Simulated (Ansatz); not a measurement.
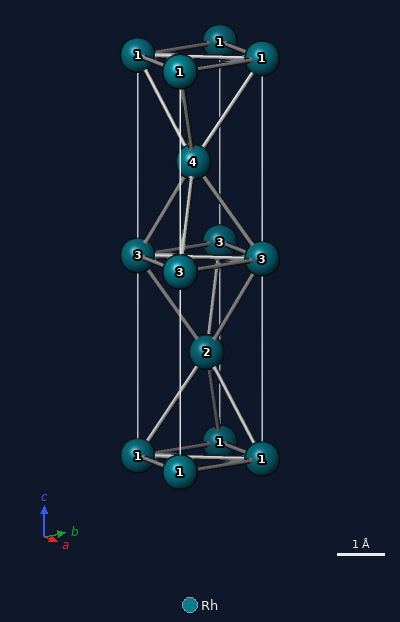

Fig. 1: The structure (ball-and-stick view of the cell of the calculation, seen slightly off an axis; atoms are numbered from 1 in the order of the input). An atom can appear more than once, as a periodic image.

Run report: Rh, single-point calculation

System: Rh (4 atoms in the cell).
Method: DFT LDA, scalar-relativistic, plane waves, PAW, PAW set soft_1, no spin polarisation (Ansatz 0.2.0).

The structure derives from a Materials Project entry. Figures and captions count atoms from 1; the log counts them from 0 in places.

The program's output:
```
Warning: [file] the record states the generating functional pbe (its physics header spells it `PBE`), which answers neither for hamiltonian.xc's functional nor for the lda family's — results may be inconsistent (PPs are generated against a specific XC)
Engine: ansatz 0.2.0, aarch64-unknown-linux-gnu
Pseudopotentials: kind: paw
Pseudopotential: Rh, paw, valence charge 17, recommended cutoff 420 eV (normal), [file]
Functional definition: SPW92
  exchange = slater_x
  correlation = pw_c
Crystal: 4 atoms, lattice volume = 55.139 Å³
Basis set: ecut = 420 eV, 1079 PW (Γ)
Bands: 41, of which v1, the nominal top of the filled ones, is band 34 counted from 1 (33 counted from 0)
Symmetry: 24 space group operations
Space group: P63/mmc (ITA 194), of the structure as read, at distance tolerance 3.8e-5 Å
k-points: 148 of 1944
Non-local potential: Rh, projectors of the file, l = 0: 3, l = 1: 2, l = 2: 2, l = 3: 1
PAW form: soft (Blöchl's): semilocal exchange-correlation on the pseudo side does not see the compensation charge
PAW frozen core: Rh, regenerated for the run's functional, and the local potential with it (the file was generated under x = pbe(κ = 0.804, μ = 0.2195149727645171), c = pbe(β = 0.06672455060314922))
PAW one-centre angular grid: Rh, 590 points (default); XC on 64 Gauss nodes
Initial density: superposition of atomic densities (chi_scale 0.1, normalization cell)
Initial wavefunctions: pseudopotential atomic-orbital guess
Functional: x = slater, c = lda
SCF iter   1: F=—  HF=-25117.103145 eV  |F-HF|=—  |Δ(HF+E_count)|=         —  Δρ=1.22e-1  dr2=7.71e0  ethr=3.10e-3  ⟨swp⟩=5.1  Hψ=19006  notcnv=0
preconditioner: auto → Kerker (q_TF=auto, 2.825 Å⁻¹)  [metal: Δε(μ)=0.014 eV  Ē_g=6.658 eV  σ=0.150 eV  W_gap=0.05  n_scr=24 (ndim 8)  ℏωp=30.0 eV  f_vac=0.000  D(μ)=4.76/eV (n_scr^D=64)]
SCF iter   2: F=—  HF=-25115.071974 eV  |F-HF|=—  |Δ(HF+E_count)|=    2.03e0  Δρ=5.51e-2  dr2=1.52e0  ethr=3.10e-3  ⟨swp⟩=2.0  Hψ=10783  notcnv=0  defer=93
SCF iter   3: F=—  HF=-25114.608581 eV  |F-HF|=—  |Δ(HF+E_count)|=   4.63e-1  Δρ=1.03e-2  dr2=2.66e-2  ethr=2.24e-3  ⟨swp⟩=2.0  Hψ=9485  notcnv=0  defer=93
SCF iter   4: F=—  HF=-25114.606060 eV  |F-HF|=—  |Δ(HF+E_count)|=   2.52e-3  Δρ=1.17e-3  dr2=6.11e-4  ethr=3.91e-5  ⟨swp⟩=2.2  Hψ=11164  notcnv=0  defer=78
SCF iter   5: F=—  HF=-25114.605973 eV  |F-HF|=—  |Δ(HF+E_count)|=   8.72e-5  Δρ=3.04e-4  dr2=3.20e-5  ethr=8.99e-7  ⟨swp⟩=2.0  Hψ=8655  notcnv=0  defer=78
SCF iter   6: F=—  HF=-25114.605965 eV  |F-HF|=—  |Δ(HF+E_count)|=   7.80e-6  Δρ=6.07e-5  dr2=1.52e-6  ethr=4.71e-8  ⟨swp⟩=2.4  Hψ=10242  notcnv=0  defer=78
SCF iter   7: F=—  HF=-25114.605965 eV  |F-HF|=—  |Δ(HF+E_count)|=   2.38e-7  Δρ=1.66e-5  dr2=1.10e-7  ethr=1.47e-10  ⟨swp⟩=10.8  Hψ=39201  notcnv=0
SCF iter   8: F=-25114.605965 eV  HF=-25114.605965 eV  |F-HF|=4.34e-9  |Δ(HF+E_count)|=   1.74e-8  Δρ=3.84e-6  dr2=6.20e-9  ethr=1.47e-10  ⟨swp⟩=6.4  Hψ=30376  notcnv=0
SCF 1 converged in 8 iterations: F = -25114.605965 eV  dr2 = 6.20e-9
  greatest PAW one-centre occupation: 0.998 electrons in one spin orbital (limit 2), on the Rh atom at site 2 (counted from 0), in its partial waves of l = 0
```

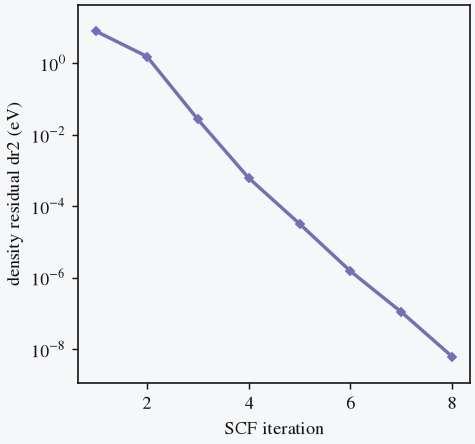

Fig. 2: Convergence of the self-consistent field: density residual dr2 against the SCF iteration. The residual falls at every step.

```
SCF converged after 8 iterations
Free energy (F): -25114.605965 eV
Harris-Foulkes:  -25114.605965 eV  (|F-HF|=4.34e-9)
Internal energy: -25114.541959 eV  (E = F + TS)
E sigma→0 (E₀):  -25114.573962 eV
Entropy (-TS):   -0.064005 eV (-16.001 meV/atom)
Fermi energy:    22.048976 eV
--- Per-component energies (eV) ---
  E_band       = -363.000016
  E_kinetic    = 2148.796064
  E_local      = -5918.761141  (includes V_loc(G=0)·N_el)
  E_nonlocal   = 1215.871793
  E_hartree    = 2185.156357
  E_xc         = -802.745721
  E_vxc        = -1011.502044  (∫ρ·V_xc dr)
  E_paw        = -13920.400205  (= ΣΔE_a)
  E_vpaw       = -1167.712380  (= ΣTr[D̂ρ^β])
  E_aug_tail   = 0.000080  (compensation charges beyond the density's cutoff)
  E_ewald      = -10024.949113
  E_core_change = 2.489928  (= ΣΔE_core)
  E_smearing   = -0.064005  (= −TS)
  E_closure    = 0.000000  (closes the sum)
  Σ components = -25114.605965   (vs F -25114.605965, Δ=0.00e0)
--- Forces (eV/Å), atoms counted from 1 ---
  atom   1  Rh     0.00000000    -0.00000000     0.00000000
  atom   2  Rh    -0.00000000     0.00000000     0.00000000
  atom   3  Rh     0.00000000    -0.00000000     0.00000000
  atom   4  Rh     0.00000000    -0.00000000     0.00000000
  max |Σ_I F_I| component: 4.63e-18 eV/Å
--- Stress (GPa, compression-positive) ---
      -13.212624       0.000000      -0.000000
        0.000000     -13.212624      -0.000000
       -0.000000      -0.000000      -6.875577
  P = ⅓ Tr σ = -11.1003 GPa (-111.003 kbar)
--- Band table (eV; the first three rows and the last of 148) ---
  k-point 0: bands = ["-56.7108", "-56.6579", "-56.6401", "-56.5865", "-25.0028", "-24.6241", "-24.6212", "-24.3474", "-24.3474", "-24.3020", "-24.3020", "-24.2764", "-24.2764", "-24.2304", "-24.2304", "-24.2298", "13.9873", "15.8332", "15.8558", "15.8638", "18.8144", "18.8144", "18.8342", "18.8342", "18.8694", "18.9094", "19.0817", "19.2952", "19.2952", "19.4018", "19.4018", "20.5227", "20.5227", "21.1042", "21.1042", "21.6971", "21.6971", "22.4999", "22.4999", "22.9092", "30.8282"]
  k-point 1: bands = ["-56.7088", "-56.6672", "-56.6308", "-56.5886", "-24.9901", "-24.7222", "-24.5222", "-24.3456", "-24.3456", "-24.3087", "-24.3087", "-24.2696", "-24.2696", "-24.2434", "-24.2323", "-24.2323", "14.0599", "15.4809", "15.8836", "16.0340", "18.7027", "18.8370", "18.8370", "18.8621", "18.8621", "19.0483", "19.2524", "19.2524", "19.3542", "19.3542", "19.3697", "20.5766", "20.5766", "21.0788", "21.0788", "21.7556", "21.7556", "22.4510", "22.4510", "22.6246", "31.1914"]
  k-point 2: bands = ["-56.7028", "-56.6809", "-56.6169", "-56.5948", "-24.9526", "-24.8142", "-24.4279", "-24.3401", "-24.3401", "-24.3204", "-24.3204", "-24.2832", "-24.2578", "-24.2578", "-24.2379", "-24.2379", "14.2727", "15.0339", "15.9379", "16.0628", "18.7213", "18.9009", "18.9009", "18.9377", "18.9377", "18.9563", "19.1552", "19.1552", "19.2377", "19.2377", "20.1144", "20.7083", "20.7083", "20.9961", "20.9961", "21.9089", "21.9136", "21.9136", "22.3144", "22.3144", "32.1405"]
  k-point 147: bands = ["-56.5806", "-56.5806", "-56.5630", "-56.5630", "-24.7954", "-24.7954", "-24.7758", "-24.7758", "-24.6424", "-24.6424", "-24.6395", "-24.6395", "-24.4302", "-24.4302", "-24.4122", "-24.4122", "16.7870", "16.7870", "17.3733", "17.3733", "17.7189", "17.7189", "17.9434", "17.9434", "18.8515", "18.8515", "18.8717", "18.8717", "20.3165", "20.3165", "21.0353", "21.0353", "22.1803", "22.1803", "22.4396", "22.4396", "28.7426", "28.7426", "28.8639", "28.8639", "29.6078"]
```

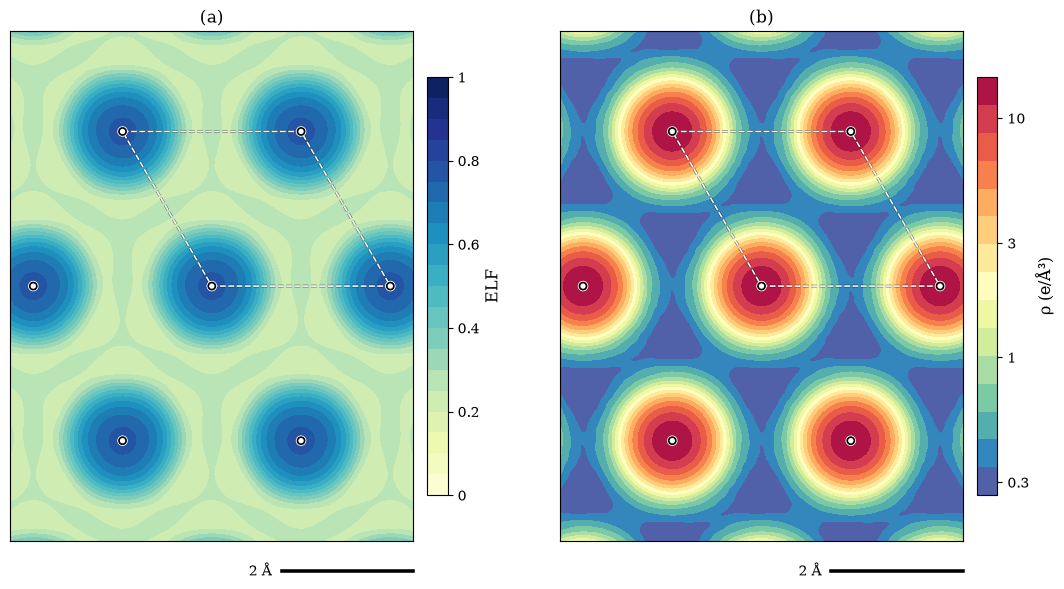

Fig. 3: (a) ELF; (b) valence charge density (pseudo) on the (001) plane of the conventional cell. Circles mark the nuclei in the plane (Rh). The section cuts through Rh sites. Away from the nuclei the density in this plane falls to 0.26 e/Å³ at its lowest. The strong features right at Rh lie inside the PAW spheres (semicore, d or f shells) and say nothing about bonding. In a PAW calculation such maps are meaningful between the atoms, not at the nuclei.

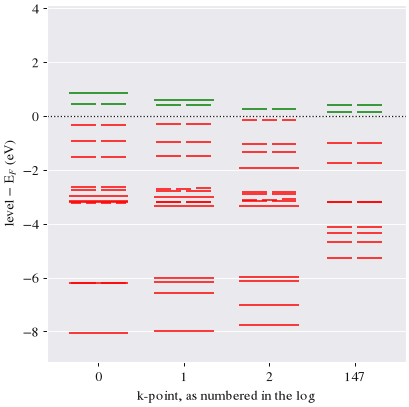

Fig. 4: Kohn–Sham levels near the Fermi level (dotted) at the few k-points that the log prints; levels within 0.02 eV of each other stand side by side. The system is metallic on the full mesh.

The run was set up as follows.

Input:
```yaml
crystal:
  lattice:
    - [2.7104, 0.0, 0.0]
    - [-1.3552, 2.3472752544, 0.0]
    - [0.0, 0.0, 8.6668814394]
  atoms:
    - { symbol: Rh, position: [0.0, 0.0, 0.0] }
    - { symbol: Rh, position: [0.3333333333, 0.6666666667, 0.25] }
    - { symbol: Rh, position: [0.0, 0.0, 0.5] }
    - { symbol: Rh, position: [0.6666666667, 0.3333333333, 0.75] }
basis:
  ecutwfc: 420
kpoints:
  mp_grid: { grid: [18, 18, 6] }
hamiltonian:
  xc: lda
  pseudopotentials: { kind: paw, azcp: { folder: soft_1 } }
scf:
  occupations: { method: gaussian, width: 0.15 }
output:
  forces: true
  stress: true
  eigenvalues: true
  write_density: true
  write_potential: true
  elf: true
  volumetric_format: npy
```

Run as:
```bash
ansatz run input.yaml --threads 2 --pin off --max-ram 4096MiB --backend cpu --events-out ev --progress --plain --runs-dir out
```

Key numbers:

| quantity | value |
| --- | --- |
| outcome | converged |
| space group (tolerance 0.01 Å) | P6₃/mmc (194) |
| electrons treated | 68 |
| free energy | −25114.6060 eV |
| Fermi energy | 22.049 eV |
| gap on the k-point mesh | none (metallic) |
| pressure | −11.10 GPa |
| largest force (length of the vector) | under 0.001 eV/Å |
| hardware | 2 threads of Arm Neoverse N1, 98 GiB of memory available, shared host |
| wall time | 21 s (CPU time 41 s) |
| peak memory | 0.47 GiB |

Warnings of the run: the PAW datasets were made with another functional. The cell is under a tension of 11.1 GPa at this level, so it is not at its equilibrium volume.
